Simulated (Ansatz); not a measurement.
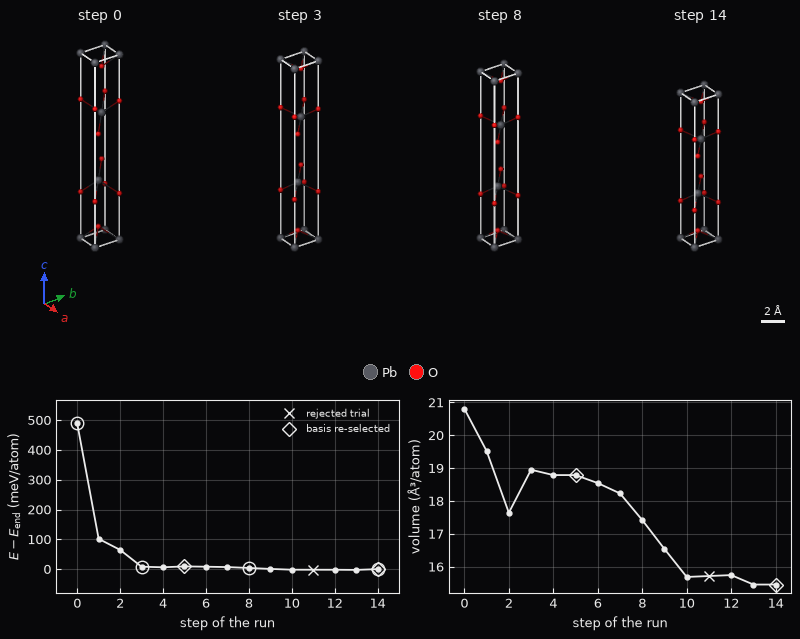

Frames of a relaxation of crystalline PbO₂ (a generated structure, set up in R-3m) (coarse preliminary run), marked on the history of the run. The picture is a ball-and-stick view of the conventional cell (3 times the calculation's cell), seen slightly off an axis. Lengths and directions refer to the drawn axes.

Method: DFT PBE, scalar-relativistic, plane waves, PAW in Ansatz 0.2.0. Set-up: plane-wave cutoff 420 eV; k-point mesh 6 × 6 × 6; occupations gaussian; smearing width 0.1 eV; no spin polarisation; cell and atoms relaxed; force threshold 0.04 eV/Å; at most 70 steps.

Q: Describe the path.

A: The energy falls by 489 meV per atom in 11 accepted moves (14 points after the start). Largest force component: 2.8 eV/Å at the start, 0.011 eV/Å at the end. Pressure: −14.42 GPa at the start and 0.04 GPa at the end. The line search rejected the trial step at point 11 of the run. At 2 points the geometry stayed and the basis and grid were re-selected for the new cell (energy shift of 2.9 meV per atom at most each time). The largest moves relative to the cell, 0.089 Å, are those of O atoms. Pb stays in place. The volume changes by −25.7 %, with a = b 3.534 → 3.438 Å (−2.7 %), c 17.314 → 13.592 Å (−21.5 %). Near-neighbour distances that change, for instance: O–Pb 2.499 → 2.243 Å. Bond angles that change, for instance: Pb–O–Pb 90.0° → 100.1°, O–Pb–O 90.0° → 79.9°, O–Pb–O 90.0° → 100.1°. The space group stays R-3m (No. 166). Cost: 28 s on 1 thread of Arm Neoverse V2, on a shared host, peak memory 0.34 GiB. From step 0 to 3: O atoms move most (0.32 Å), volume −8.9 %, energy −481 meV per atom. From step 3 to 8: O atoms move most (0.06 Å), volume −8.1 %, energy −4.2 meV per atom. From step 8 to 14: O atoms move most (0.12 Å), volume −11.3 %, energy −3.9 meV per atom.

```tsv
step	E − E(0), meV/atom	largest force component, eV/Å	pressure, GPa	volume, Å³/atom	note
0	0.00	2.8036	-14.42	20.808	
1	-387.36	1.4228	-8.72	19.524	
2	-424.50	1.1224	11.45	17.644	
3	-480.97	0.1800	-1.39	18.953	
4	-482.84	0.0030	-0.10	18.790	
5	-479.92	0.0043	-0.42	18.790	same geometry, new basis
6	-480.97	0.0054	0.00	18.546	
7	-482.19	0.0102	0.24	18.232	
8	-485.15	0.0403	0.58	17.421	
9	-488.34	0.0616	0.68	16.539	
10	-491.01	0.0554	0.69	15.689	
11	-490.99	0.0878	-0.47	15.707	rejected
12	-491.17	0.0073	0.02	15.745	
13	-491.64	0.0107	0.08	15.458	
14	-489.09	0.0114	0.04	15.458	same geometry, new basis
```
